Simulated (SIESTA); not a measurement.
## A series of single points on AlN

System: AlN (F-43m, 2 atoms in the cell).
Method: Kohn-Sham DFT of a periodic cell, PBE, PseudoDojo 0.4 standard, converted to PSML, no spin polarisation (SIESTA 5.4.2).

The 7 runs differ only in the geometry, by an even scaling of the cell at fixed fractional positions. The structure derives from a Materials Project entry.

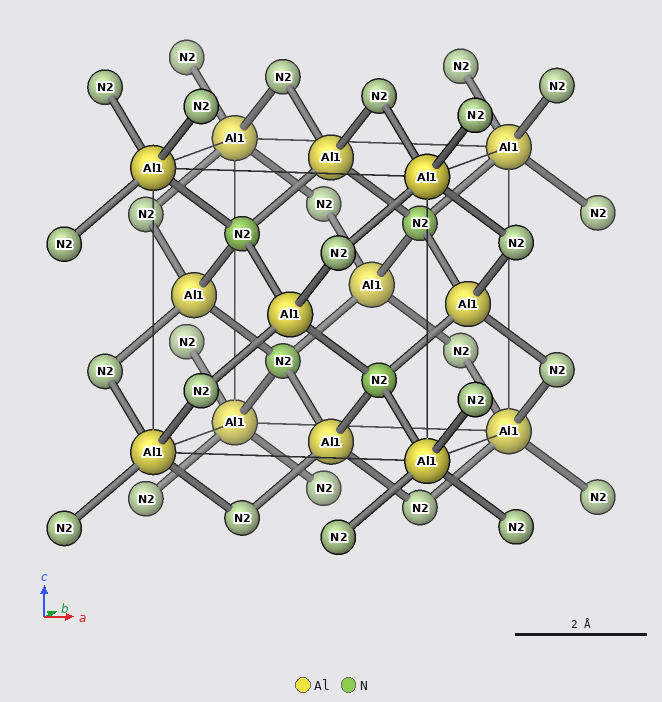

Figure 1. The structure of run 4 (ball-and-stick view of the cell 4 times as large as that of the calculation, set on its symmetry axes, seen slightly off an axis; neighbours outside the cell are drawn fainter; atoms are numbered from 1 in the order of the input). An atom can appear more than once, as a periodic image.

## Input of run 4
```
SystemName                      AlN
SystemLabel                     AlN
NumberOfSpecies                 2
NumberOfAtoms                   2
%block ChemicalSpeciesLabel
  1  13 Al
  2   7 N
%endblock ChemicalSpeciesLabel

LatticeConstant                 1.0 Ang
%block LatticeVectors
     0.0000000000     2.1839935596     2.1839935596
     2.1839935596     0.0000000000     2.1839935596
     2.1839935596     2.1839935596     0.0000000000
%endblock LatticeVectors
AtomicCoordinatesFormat         Fractional
%block AtomicCoordinatesAndAtomicSpecies
     0.0000000000     0.0000000000     0.0000000000  1  Al
     0.2500000000     0.2500000000     0.2500000000  2  N
%endblock AtomicCoordinatesAndAtomicSpecies

%block kgrid.MonkhorstPack
   10   0   0  0.0
    0  10   0  0.0
    0   0  10  0.0
%endblock kgrid.MonkhorstPack
XC.Functional                   GGA
XC.Authors                      PBE
PAO.BasisSize                   DZP
PAO.EnergyShift                 0.003 Ry
Mesh.Cutoff                     800 Ry
OccupationFunction              FD
ElectronicTemperature           0.05 eV
MaxSCFIterations                120
SCF.MustConverge                false
SCF.Mixer.Method                Pulay
SCF.Mixer.Weight                0.25
SCF.Mixer.History               8
SCF.DM.Tolerance                5.0e-05
SCF.H.Tolerance                 1.0e-03 eV
WriteForces                     true
Charge.Mulliken                 end
Charge.Hirshfeld                end
Charge.Voronoi                  end
SaveRho                         true
SaveElectrostaticPotential      true
```

Command:
```bash
siesta AlN.fdf > AlN.out 2>&1
```

Lattice vectors (Å) and fractional positions of run 4:
```
   0.000000    2.183994    2.183994
   2.183994    0.000000    2.183994
   2.183994    2.183994    0.000000
Al  0.000000  0.000000  0.000000
N   0.250000  0.250000  0.250000
```

Run 3 has the same physical settings and fractional positions; its lattice vectors (Å) are:
```
   0.000000    2.169335    2.169335
   2.169335    0.000000    2.169335
   2.169335    2.169335    0.000000
```

## Results, with one run withheld

| run | volume per atom (Å³) | free energy per atom, from the lowest run given (meV) | pressure (GPa) | gap on the mesh (eV) |
| --- | --- | --- | --- | --- |
| 1 | 9.792 | 57.33 | 20.93 | 3.26 |
| 2 | 10.001 | 33.67 | 15.58 | 3.26 |
| 3 | 10.209 | ? | ? | ? |
| 4 | 10.417 | 5.70 | 6.23 | 3.26 |
| 5 | 10.626 | 0.31 | 2.13 | 3.25 |
| 6 | 10.834 | 0.00 | −1.59 | 3.24 |
| 7 | 11.042 | 4.35 | −5.00 | 3.24 |

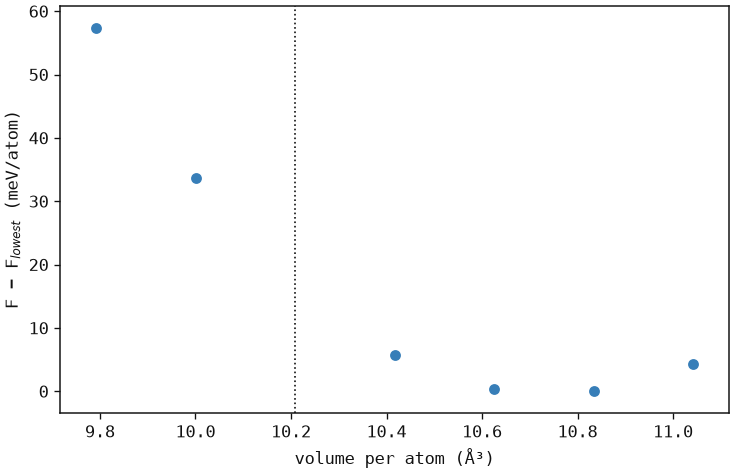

Figure 2. Free energy per atom of the runs given; the dotted line marks run 3.

Estimate the energy of run 3 from the others.

A cubic polynomial in V^(−2/3) (the Birch–Murnaghan form), fitted to the 6 runs given, misses them by at most 0.02 meV per atom. With x = V^(−2/3) − 0.20940 Å⁻², it reads F = 5.0064 + 2731.2 x + 3.3827e+05 x² − 5.2162e+05 x³ (meV per atom). At run 3 it gives 16.67 meV per atom, and the run itself gives 16.64. The slope of the fit gives a pressure −dF/dV of 10.69 GPa there, and the run prints 10.71 GPa. The fit has its minimum at 10.742 Å³ per atom, where V d²F/dV² gives 193 GPa: the bulk modulus at this level, since symmetry fixes the shape and the positions.

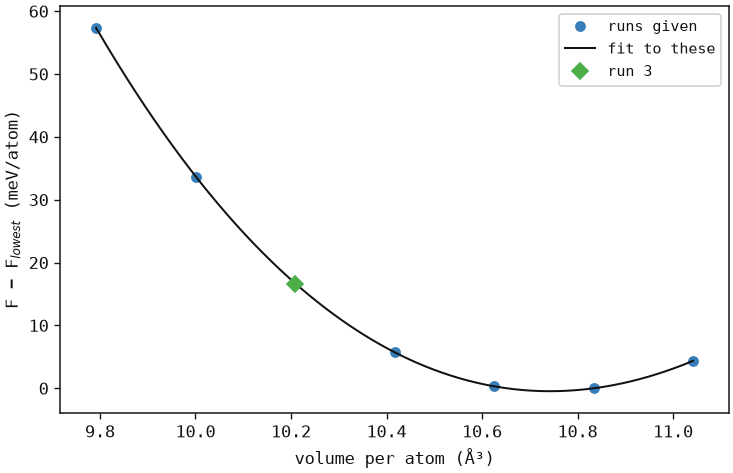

Figure 3. The fit and the withheld run.

## Some lines of the output (run 3)
```
[...]
outcell: Cell volume (Ang**3)        :     20.4179
stepf: Fermi-Dirac step function
siesta: Etot    =      -344.718729
siesta: FreeEng =      -344.718729
        iscf     Eharris(eV)        E_KS(eV)     FreeEng(eV)     dDmax    Ef(eV) dHmax(eV)
siesta: E_KS(eV) =             -347.7354
siesta: E_KS - E_eggbox =      -347.7354
siesta: Etot    =      -347.735370
siesta: FreeEng =      -347.735370
siesta:         Fermi =      -6.713166
siesta: Cell volume =         20.417856 Ang**3
    Orbital volume contribution        =           2.250350 eV
```

Notes: Points of doubt noted for this run: mulliken charges of long orbitals. With a small basis of atomic orbitals these values can differ much from converged plane-wave results.
